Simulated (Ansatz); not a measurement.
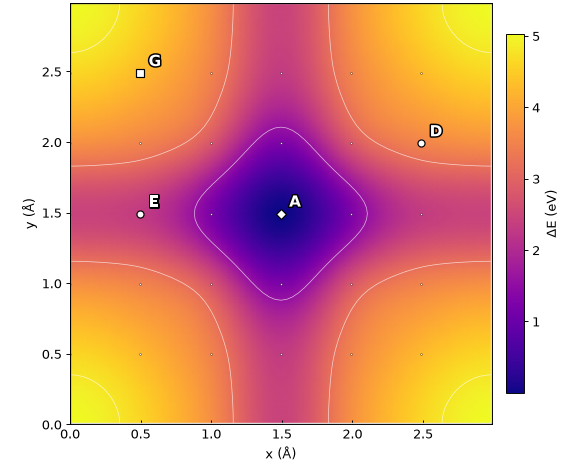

N on a Ta(100) slab cut from the Fm-3m phase, its upper half relaxed before the scan (3 atoms of substrate and one adsorbate in a 1 × 1 cell). N is moved over the surface cell; relaxed at each place: the height of the adsorbate's atoms; substrate rigid; the origin of the map has the adsorbate above Ta3. Places are given modulo a cell vector. The map is drawn in real space over the plane of the surface. Grid: 6 × 6 points; 10 points were computed and 26 follow by symmetry. All energies are given in eV relative to the lowest grid point. With one adsorbate in each 1 × 1 cell, its nearest image is 3.0 Å away, so neighbouring adsorbates interact. These are results of DFT PBE, scalar-relativistic, plane waves, PAW in Ansatz, not measurements. Settings: cutoff 420 eV, k-mesh 9×9×1, gaussian smearing 0.1 eV, no spin polarisation.

The picture shows a smooth colour map with a few white contour lines, dots at the grid points, the outline of one cell of the plane, lettered points. Between grid points the surface is interpolated.

### What kind of point is each of A, G: minimum, saddle, maximum or slope?

A: minimum; G: on a slope. (In these two coordinates alone; a stationary point may lie a little off the grid point.)

### Rank the lettered points by energy, lowest first.

A (0.00 eV), E (2.31 eV), D (3.52 eV), G (4.27 eV).

PAW datasets: the set soft_1.
